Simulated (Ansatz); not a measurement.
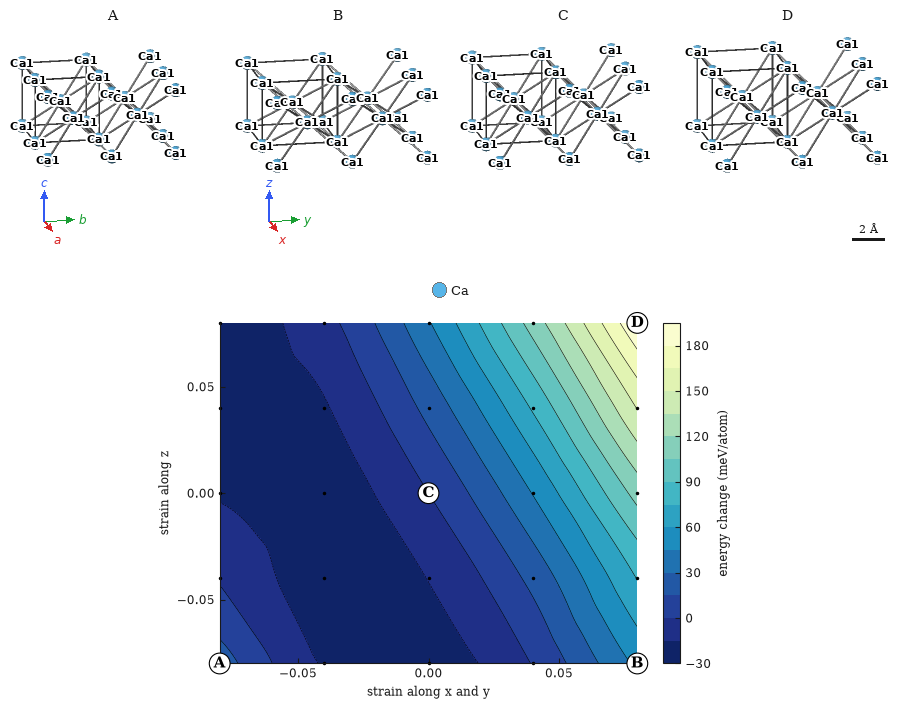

A scan of crystalline Ca (Im-3m): the cell is strained equally along x and y and separately along z, with the atoms kept at their fractional coordinates. x, y and z are the Cartesian axes of the input. The map is interpolated between the computed points (dots). The lettered frames are marked on it. A ball-and-stick model of the conventional cell (2 times the calculation's cell), repeated 2 × 2 × 1 with one cell outlined, seen slightly off an axis. Lengths and directions refer to the drawn axes.

The calculation used DFT PBEsol, scalar-relativistic, plane waves, PAW in Ansatz. (plane-wave cutoff 420 eV; k-point mesh 16 × 16 × 16; occupations gaussian; smearing width 0.15 eV; no spin polarisation). Energies (free energies at the smearing named) are counted from the cell as listed in its source, which wasn't relaxed.

> Where is the lowest point of the map, and what else does it tell?

In pairs of (strain along x and y; strain along z): the lowest computed point lies at (−0.080, 0.080) (−28.1 meV/atom), the highest at (0.080, 0.080) (193.9 meV/atom). It lies on the edge of the grid, so the true minimum may be outside the range scanned. The pressure runs from −3.4 GPa at (0.080, 0.080) to 3.0 GPa at (−0.080, −0.080). The frames lie at A (−0.080, −0.080): 22.4 meV/atom, B (0.080, −0.080): 48.2 meV/atom, C (0.000, 0.000): 0.0 meV/atom, D (0.080, 0.080): 193.9 meV/atom.

The computed points:

Rows: strain along x and y; columns: strain along z; values in meV/atom.

```
        −0.080  −0.040  0.000  0.040  0.080
−0.080    22.4    −1.0  −16.5  −25.4  −28.1
−0.040   −16.0   −22.9  −22.5  −16.3   −5.0
 0.000   −22.0   −14.6    0.0   19.8   43.7
 0.040     0.9    19.6   45.7   76.8  111.4
 0.080    48.2    75.6  110.7  150.7  193.9
```
